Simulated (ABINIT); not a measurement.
## CdTe: oneshot calculation (part 3 of 3)

Continued. System: CdTe (2 atoms in the cell). Method: Kohn-Sham DFT of a periodic cell, LDA, HGH LDA semicore, no spin polarisation (ABINIT 10.8.3); cutoff 489.81 eV, 4×4×4 k-mesh, fixed occupations. The structure derives from an entry of the Crystallography Open Database.

Geometry of the input (Å; fractional positions):
```
0.0000  3.2050  3.2050
3.2050  0.0000  3.2050
3.2050  3.2050  0.0000
Te 0.7500  0.7500  0.7500
Cd 0.0000  0.0000  0.0000
```

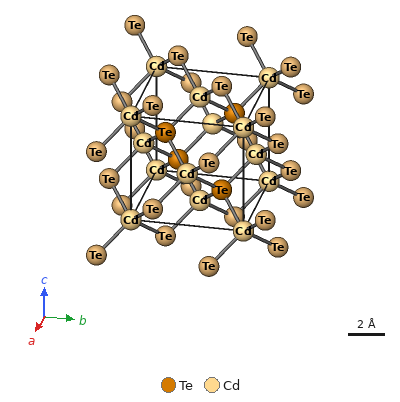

**Figure 1.** The structure as given in the input (ball-and-stick view of the cell 4 times as large as that of the calculation, set on its symmetry axes, seen at an oblique angle; neighbours outside the cell are drawn fainter).

What the program printed, continued:
```
--- !SelfEnergy_ee
iteration_state: {dtset: 3, }
kpoint     : [   0.250,    0.000,    0.000, ]
spin       : 1
KS_gap     :    2.183
QP_gap     :    3.074
Delta_QP_KS:    0.891
data: !SigmaeeData |
     Band     E_DFT   <VxcDFT>   E(N-1)  <Hhartree>   SigX  SigC[E(N-1)]    Z     dSigC/dE  Sig[E(N)]  DeltaE  E(N)_pert E(N)_diago
        1   -10.174   -11.458   -10.174    -8.047    -3.596     0.000     1.000     0.000    -3.596    -1.470   -11.644   -11.644
        2    -6.945   -20.263    -6.945    -2.828    -4.967     0.000     1.000     0.000    -4.967    -0.850    -7.794    -7.794
        3    -6.945   -20.263    -6.945    -2.828    -4.967     0.000     1.000     0.000    -4.967    -0.850    -7.794    -7.794
        4    -6.804   -19.802    -6.804    -2.787    -4.861     0.000     1.000     0.000    -4.861    -0.843    -7.648    -7.648
        5    -6.639   -20.776    -6.639    -2.414    -5.020     0.000     1.000     0.000    -5.020    -0.795    -7.434    -7.434
        6    -6.639   -20.776    -6.639    -2.414    -5.020     0.000     1.000     0.000    -5.020    -0.795    -7.434    -7.434
        7    -1.828   -11.343    -1.828     0.346    -2.629     0.000     1.000     0.000    -2.629    -0.454    -2.283    -2.283
        8     0.658   -11.697     0.658     2.830    -2.601     0.000     1.000     0.000    -2.601    -0.429     0.229     0.229
        9     0.658   -11.697     0.658     2.830    -2.601     0.000     1.000     0.000    -2.601    -0.429     0.229     0.229
       10     2.841   -10.272     2.841     4.853    -1.550     0.000     1.000     0.000    -1.550     0.462     3.303     3.303
       11     6.116    -9.702     6.116     7.992    -1.357     0.000     1.000     0.000    -1.357     0.519     6.635     6.635
       12     6.116    -9.702     6.116     7.992    -1.357     0.000     1.000     0.000    -1.357     0.519     6.635     6.635
       13     6.340    -9.507     6.340     8.141    -1.248     0.000     1.000     0.000    -1.248     0.553     6.893     6.893
       14     9.290    -7.366     9.290    10.688    -0.592     0.000     1.000     0.000    -0.592     0.807    10.096    10.096
       15     9.721    -8.772     9.721    11.346    -0.897     0.000     1.000     0.000    -0.897     0.727    10.448    10.448
       16     9.721    -8.772     9.721    11.346    -0.897     0.000     1.000     0.000    -0.897     0.727    10.448    10.448
       17    11.979    -8.831    11.979    13.698    -0.861     0.000     1.000     0.000    -0.861     0.859    12.837    12.837
...

--- !SelfEnergy_ee
iteration_state: {dtset: 3, }
kpoint     : [   0.500,    0.000,    0.000, ]
spin       : 1
KS_gap     :    2.385
QP_gap     :    3.336
Delta_QP_KS:    0.951
data: !SigmaeeData |
     Band     E_DFT   <VxcDFT>   E(N-1)  <Hhartree>   SigX  SigC[E(N-1)]    Z     dSigC/dE  Sig[E(N)]  DeltaE  E(N)_pert E(N)_diago
        1    -9.929   -12.045    -9.929    -7.681    -3.682     0.000     1.000     0.000    -3.682    -1.434   -11.363   -11.363
        2    -6.930   -20.412    -6.930    -2.780    -4.991     0.000     1.000     0.000    -4.991    -0.841    -7.771    -7.771
        3    -6.930   -20.412    -6.930    -2.780    -4.991     0.000     1.000     0.000    -4.991    -0.841    -7.771    -7.771
        4    -6.624   -20.741    -6.624    -2.406    -5.014     0.000     1.000     0.000    -5.014    -0.797    -7.420    -7.420
        5    -6.624   -20.741    -6.624    -2.406    -5.014     0.000     1.000     0.000    -5.014    -0.797    -7.420    -7.420
        6    -6.264   -20.131    -6.264    -2.185    -4.879     0.000     1.000     0.000    -4.879    -0.799    -7.064    -7.064
        7    -3.692   -10.167    -3.692    -1.748    -2.626     0.000     1.000     0.000    -2.626    -0.682    -4.374    -4.374
        8     0.268   -11.430     0.268     2.392    -2.592     0.000     1.000     0.000    -2.592    -0.468    -0.200    -0.200
        9     0.268   -11.430     0.268     2.392    -2.592     0.000     1.000     0.000    -2.592    -0.468    -0.200    -0.200
       10     2.652   -10.169     2.652     4.651    -1.515     0.000     1.000     0.000    -1.515     0.483     3.136     3.136
       11     6.198    -9.426     6.198     8.002    -1.254     0.000     1.000     0.000    -1.254     0.550     6.749     6.749
       12     6.198    -9.426     6.198     8.002    -1.254     0.000     1.000     0.000    -1.254     0.550     6.749     6.749
       13     8.066    -7.722     8.066     9.502    -0.720     0.000     1.000     0.000    -0.720     0.717     8.783     8.783
       14     9.655    -8.804     9.655    11.317    -0.871     0.000     1.000     0.000    -0.871     0.792    10.446    10.446
       15    11.583    -9.200    11.583    13.311    -0.946     0.000     1.000     0.000    -0.946     0.782    12.366    12.366
       16    11.583    -9.200    11.583    13.311    -0.946     0.000     1.000     0.000    -0.946     0.782    12.366    12.366
       17    12.468    -9.743    12.468    14.375    -1.054     0.000     1.000     0.000    -1.054     0.853    13.321    13.321
...

--- !SelfEnergy_ee
iteration_state: {dtset: 3, }
kpoint     : [   0.250,    0.250,    0.000, ]
spin       : 1
KS_gap     :    3.938
QP_gap     :    4.888
Delta_QP_KS:    0.950
data: !SigmaeeData |
     Band     E_DFT   <VxcDFT>   E(N-1)  <Hhartree>   SigX  SigC[E(N-1)]    Z     dSigC/dE  Sig[E(N)]  DeltaE  E(N)_pert E(N)_diago
        1   -10.096   -11.596   -10.096    -7.941    -3.615     0.000     1.000     0.000    -3.615    -1.460   -11.556   -11.556
        2    -6.857   -20.369    -6.857    -2.717    -4.983     0.000     1.000     0.000    -4.983    -0.843    -7.700    -7.700
        3    -6.857   -20.369    -6.857    -2.717    -4.983     0.000     1.000     0.000    -4.983    -0.843    -7.700    -7.700
        4    -6.774   -19.596    -6.774    -2.803    -4.820     0.000     1.000     0.000    -4.820    -0.848    -7.623    -7.623
        5    -6.596   -20.829    -6.596    -2.359    -5.030     0.000     1.000     0.000    -5.030    -0.793    -7.389    -7.389
        6    -6.584   -20.520    -6.584    -2.414    -4.973     0.000     1.000     0.000    -4.973    -0.802    -7.387    -7.387
        7    -1.744   -11.895    -1.744     0.559    -2.718     0.000     1.000     0.000    -2.718    -0.415    -2.159    -2.159
        8    -0.073   -11.158    -0.073     2.002    -2.543     0.000     1.000     0.000    -2.543    -0.467    -0.541    -0.541
        9    -0.073   -11.158    -0.073     2.002    -2.543     0.000     1.000     0.000    -2.543    -0.467    -0.541    -0.541
       10     3.865   -10.404     3.865     5.882    -1.534     0.000     1.000     0.000    -1.534     0.483     4.348     4.348
       11     4.223    -9.000     4.223     5.943    -1.253     0.000     1.000     0.000    -1.253     0.467     4.690     4.690
       12     7.507   -10.090     7.507     9.447    -1.360     0.000     1.000     0.000    -1.360     0.580     8.087     8.087
       13     7.507   -10.090     7.507     9.447    -1.360     0.000     1.000     0.000    -1.360     0.580     8.087     8.087
       14     7.921    -8.379     7.921     9.473    -0.877     0.000     1.000     0.000    -0.877     0.675     8.596     8.596
       15    11.338    -9.507    11.338    13.086    -0.994     0.000     1.000     0.000    -0.994     0.754    12.092    12.092
       16    11.678    -9.094    11.678    13.469    -0.926     0.000     1.000     0.000    -0.926     0.865    12.543    12.543
       17    13.070    -7.604    13.070    14.493    -0.541     0.000     1.000     0.000    -0.541     0.882    13.952    13.952
...

--- !SelfEnergy_ee
iteration_state: {dtset: 3, }
kpoint     : [   0.500,    0.250,    0.000, ]
spin       : 1
KS_gap     :    4.281
QP_gap     :    5.277
Delta_QP_KS:    0.996
data: !SigmaeeData |
     Band     E_DFT   <VxcDFT>   E(N-1)  <Hhartree>   SigX  SigC[E(N-1)]    Z     dSigC/dE  Sig[E(N)]  DeltaE  E(N)_pert E(N)_diago
        1    -9.859   -12.241    -9.859    -7.570    -3.712     0.000     1.000     0.000    -3.712    -1.423   -11.282   -11.282
        2    -6.857   -20.399    -6.857    -2.711    -4.982     0.000     1.000     0.000    -4.982    -0.836    -7.693    -7.693
        3    -6.841   -20.517    -6.841    -2.669    -5.006     0.000     1.000     0.000    -5.006    -0.834    -7.675    -7.675
        4    -6.728   -20.547    -6.728    -2.551    -4.981     0.000     1.000     0.000    -4.981    -0.805    -7.533    -7.533
        5    -6.665   -20.842    -6.665    -2.425    -5.033     0.000     1.000     0.000    -5.033    -0.793    -7.458    -7.458
        6    -6.247   -19.789    -6.247    -2.244    -4.809     0.000     1.000     0.000    -4.809    -0.806    -7.053    -7.053
        7    -3.308   -10.974    -3.308    -1.184    -2.748     0.000     1.000     0.000    -2.748    -0.625    -3.932    -3.932
        8    -1.158   -10.567    -1.158     0.818    -2.465     0.000     1.000     0.000    -2.465    -0.489    -1.647    -1.647
        9    -0.399   -10.945    -0.399     1.635    -2.540     0.000     1.000     0.000    -2.540    -0.505    -0.904    -0.904
       10     3.882    -9.800     3.882     5.772    -1.399     0.000     1.000     0.000    -1.399     0.491     4.373     4.373
       11     5.491    -9.792     5.491     7.353    -1.320     0.000     1.000     0.000    -1.320     0.542     6.033     6.033
       12     7.204    -8.883     7.204     8.888    -1.066     0.000     1.000     0.000    -1.066     0.618     7.822     7.822
       13     7.823    -9.741     7.823     9.680    -1.230     0.000     1.000     0.000    -1.230     0.627     8.450     8.450
       14    10.122    -9.226    10.122    11.870    -0.968     0.000     1.000     0.000    -0.968     0.780    10.902    10.902
       15    11.844    -9.455    11.844    13.615    -0.996     0.000     1.000     0.000    -0.996     0.775    12.619    12.619
       16    12.206    -8.000    12.206    13.717    -0.658     0.000     1.000     0.000    -0.658     0.853    13.059    13.059
       17    12.692    -9.961    12.692    14.601    -1.087     0.000     1.000     0.000    -1.087     0.821    13.513    13.513
...

--- !SelfEnergy_ee
iteration_state: {dtset: 3, }
kpoint     : [  -0.250,    0.250,    0.000, ]
spin       : 1
KS_gap     :    3.820
QP_gap     :    4.784
Delta_QP_KS:    0.964
data: !SigmaeeData |
     Band     E_DFT   <VxcDFT>   E(N-1)  <Hhartree>   SigX  SigC[E(N-1)]    Z     dSigC/dE  Sig[E(N)]  DeltaE  E(N)_pert E(N)_diago
        1    -9.941   -12.036    -9.941    -7.695    -3.681     0.000     1.000     0.000    -3.681    -1.435   -11.376   -11.376
        2    -6.915   -20.343    -6.915    -2.781    -4.972     0.000     1.000     0.000    -4.972    -0.837    -7.752    -7.752
        3    -6.843   -20.375    -6.843    -2.703    -4.984     0.000     1.000     0.000    -4.984    -0.843    -7.686    -7.686
        4    -6.728   -20.718    -6.728    -2.514    -5.013     0.000     1.000     0.000    -5.013    -0.799    -7.527    -7.527
        5    -6.617   -20.739    -6.617    -2.400    -5.014     0.000     1.000     0.000    -5.014    -0.797    -7.414    -7.414
        6    -6.437   -19.769    -6.437    -2.433    -4.820     0.000     1.000     0.000    -4.820    -0.817    -7.253    -7.253
        7    -2.900   -11.231    -2.900    -0.729    -2.747     0.000     1.000     0.000    -2.747    -0.576    -3.476    -3.476
        8    -1.237   -10.442    -1.237     0.713    -2.443     0.000     1.000     0.000    -2.443    -0.493    -1.730    -1.730
        9     0.237   -11.410     0.237     2.358    -2.583     0.000     1.000     0.000    -2.583    -0.462    -0.225    -0.225
       10     4.057   -10.510     4.057     6.102    -1.543     0.000     1.000     0.000    -1.543     0.502     4.559     4.559
       11     6.174    -8.966     6.174     7.856    -1.114     0.000     1.000     0.000    -1.114     0.568     6.742     6.742
       12     6.682    -9.250     6.682     8.436    -1.172     0.000     1.000     0.000    -1.172     0.581     7.264     7.264
       13     6.861    -9.760     6.861     8.741    -1.301     0.000     1.000     0.000    -1.301     0.579     7.440     7.440
       14     9.283    -8.827     9.283    10.920    -0.940     0.000     1.000     0.000    -0.940     0.697     9.979     9.979
       15    10.652    -9.146    10.652    12.421    -0.961     0.000     1.000     0.000    -0.961     0.808    11.460    11.460
       16    12.250    -8.210    12.250    13.807    -0.700     0.000     1.000     0.000    -0.700     0.857    13.108    13.108
       17    12.735    -9.245    12.735    14.485    -0.922     0.000     1.000     0.000    -0.922     0.827    13.562    13.562
...

--- !SelfEnergy_ee
iteration_state: {dtset: 3, }
kpoint     : [   0.500,    0.500,    0.000, ]
spin       : 1
KS_gap     :    4.444
QP_gap     :    5.481
Delta_QP_KS:    1.037
data: !SigmaeeData |
     Band     E_DFT   <VxcDFT>   E(N-1)  <Hhartree>   SigX  SigC[E(N-1)]    Z     dSigC/dE  Sig[E(N)]  DeltaE  E(N)_pert E(N)_diago
        1    -9.763   -12.377    -9.763    -7.448    -3.729     0.000     1.000     0.000    -3.729    -1.414   -11.177   -11.177
        2    -6.771   -20.690    -6.771    -2.562    -5.034     0.000     1.000     0.000    -5.034    -0.824    -7.596    -7.596
        3    -6.771   -20.690    -6.771    -2.562    -5.034     0.000     1.000     0.000    -5.034    -0.824    -7.596    -7.596
        4    -6.708   -20.036    -6.708    -2.643    -4.888     0.000     1.000     0.000    -4.888    -0.822    -7.531    -7.531
        5    -6.580   -20.882    -6.580    -2.332    -5.039     0.000     1.000     0.000    -5.039    -0.792    -7.372    -7.372
        6    -5.981   -19.680    -5.981    -2.005    -4.776     0.000     1.000     0.000    -4.776    -0.800    -6.781    -6.781
        7    -3.544   -11.272    -3.544    -1.345    -2.836     0.000     1.000     0.000    -2.836    -0.637    -4.181    -4.181
        8    -0.935   -10.558    -0.935     1.024    -2.510     0.000     1.000     0.000    -2.510    -0.551    -1.485    -1.485
        9    -0.935   -10.558    -0.935     1.024    -2.510     0.000     1.000     0.000    -2.510    -0.551    -1.485    -1.485
       10     3.510    -8.385     3.510     5.106    -1.111     0.000     1.000     0.000    -1.111     0.486     3.996     3.996
       11     3.586   -10.043     3.586     5.523    -1.446     0.000     1.000     0.000    -1.446     0.492     4.078     4.078
       12     9.867    -9.344     9.867    11.614    -0.981     0.000     1.000     0.000    -0.981     0.766    10.633    10.633
       13    10.237   -10.383    10.237    12.244    -1.226     0.000     1.000     0.000    -1.226     0.782    11.019    11.019
       14    10.237   -10.383    10.237    12.244    -1.226     0.000     1.000     0.000    -1.226     0.782    11.019    11.019
       15    12.193    -9.143    12.193    13.854    -0.915     0.000     1.000     0.000    -0.915     0.746    12.939    12.939
       16    12.995    -9.347    12.995    14.731    -0.945     0.000     1.000     0.000    -0.945     0.792    13.786    13.786
       17    12.995    -9.347    12.995    14.731    -0.945     0.000     1.000     0.000    -0.945     0.792    13.786    13.786
...

--- !SelfEnergy_ee
iteration_state: {dtset: 3, }
kpoint     : [  -0.250,    0.500,    0.250, ]
spin       : 1
KS_gap     :    6.566
QP_gap     :    7.634
Delta_QP_KS:    1.068
data: !SigmaeeData |
     Band     E_DFT   <VxcDFT>   E(N-1)  <Hhartree>   SigX  SigC[E(N-1)]    Z     dSigC/dE  Sig[E(N)]  DeltaE  E(N)_pert E(N)_diago
        1    -9.787   -12.497    -9.787    -7.445    -3.752     0.000     1.000     0.000    -3.752    -1.410   -11.197   -11.197
        2    -6.915   -20.449    -6.915    -2.758    -4.988     0.000     1.000     0.000    -4.988    -0.831    -7.746    -7.746
        3    -6.832   -20.583    -6.832    -2.644    -5.015     0.000     1.000     0.000    -5.015    -0.827    -7.659    -7.659
        4    -6.773   -20.722    -6.773    -2.558    -5.015     0.000     1.000     0.000    -5.015    -0.799    -7.573    -7.573
        5    -6.620   -20.708    -6.620    -2.410    -5.009     0.000     1.000     0.000    -5.009    -0.799    -7.419    -7.419
        6    -6.070   -19.953    -6.070    -2.039    -4.823     0.000     1.000     0.000    -4.823    -0.793    -6.862    -6.862
        7    -3.459   -10.956    -3.459    -1.324    -2.770     0.000     1.000     0.000    -2.770    -0.635    -4.094    -4.094
        8    -1.395   -10.559    -1.395     0.571    -2.494     0.000     1.000     0.000    -2.494    -0.528    -1.923    -1.923
        9    -1.325    -9.993    -1.325     0.529    -2.383     0.000     1.000     0.000    -2.383    -0.529    -1.854    -1.854
       10     5.241   -11.281     5.241     7.413    -1.632     0.000     1.000     0.000    -1.632     0.540     5.780     5.780
       11     5.722    -8.896     5.722     7.372    -1.123     0.000     1.000     0.000    -1.123     0.527     6.249     6.249
       12     6.546    -9.214     6.546     8.334    -1.150     0.000     1.000     0.000    -1.150     0.639     7.184     7.184
       13     7.291    -8.543     7.291     8.904    -1.012     0.000     1.000     0.000    -1.012     0.600     7.892     7.892
       14    10.809   -10.158    10.809    12.757    -1.127     0.000     1.000     0.000    -1.127     0.822    11.631    11.631
       15    12.461   -10.515    12.461    14.469    -1.244     0.000     1.000     0.000    -1.244     0.764    13.225    13.225
       16    12.596    -8.392    12.596    14.152    -0.694     0.000     1.000     0.000    -0.694     0.863    13.458    13.458
       17    12.840    -9.560    12.840    14.636    -0.975     0.000     1.000     0.000    -0.975     0.820    13.661    13.661
...

 New Fermi energy :        5.191500E-02 Ha ,    1.412679E+00 eV
 New Exchange energy :    -1.333022E+00 Ha ,   -3.627339E+01 eV

 === QP Band Gaps ===
  >>>> For spin  1
   Minimum direct gap =   1.3169 [eV], located at k-point      :   0.0000  0.0000  0.0000
   Fundamental gap    =   1.3169 [eV], Top of valence bands at :   0.0000  0.0000  0.0000
                                       Bottom of conduction at :   0.0000  0.0000  0.0000

 writing QP data on file : runo_DS3_QPS

 Convergence of QP corrections
 >>>>> For spin  1 <<<<<

== END DATASET(S) ==============================================================
================================================================================

 -outvars: echo values of variables after computation  --------
            acell      8.5652865883E+00  8.5652865883E+00  8.5652865883E+00 Bohr
           etotal1    -5.3470735095E+01
           etotal3     0.0000000000E+00
            fcart1    -7.0551401156E-32  7.0551401156E-32 -7.0551401156E-32
                       7.0551401156E-32 -7.0551401156E-32  7.0551401156E-32
            fcart3     0.0000000000E+00  0.0000000000E+00  0.0000000000E+00
                       0.0000000000E+00  0.0000000000E+00  0.0000000000E+00
            rprim      0.0000000000E+00  7.0710678120E-01  7.0710678120E-01
                       7.0710678120E-01  0.0000000000E+00  7.0710678120E-01
                       7.0710678120E-01  7.0710678120E-01  0.0000000000E+00
           strten1     5.4973782200E-03  5.4973782200E-03  5.4973782200E-03
                       0.0000000000E+00  0.0000000000E+00  0.0000000000E+00
           strten3     0.0000000000E+00  0.0000000000E+00  0.0000000000E+00
                       0.0000000000E+00  0.0000000000E+00  0.0000000000E+00
           xangst      4.8074999968E+00  4.8074999968E+00  4.8074999968E+00
                       0.0000000000E+00  0.0000000000E+00  0.0000000000E+00
             xred      7.5000000000E-01  7.5000000000E-01  7.5000000000E-01
                       0.0000000000E+00  0.0000000000E+00  0.0000000000E+00
 Calculation completed.
```

Summary:

| quantity | value |
| --- | --- |
| outcome | converged |
| space group (tolerance 0.01 Å) | F-43m (216) |
| electrons treated | 18 |
| quasiparticle gap | 1.32 eV |
| gap on the k-point mesh | 0.42 eV |
| wall time | 50 s |
| peak memory | 0.2 GiB |

Remarks:

Points of doubt noted for this run: cutoff too low for stress; k mesh coarse for many body; libxc hse convention.
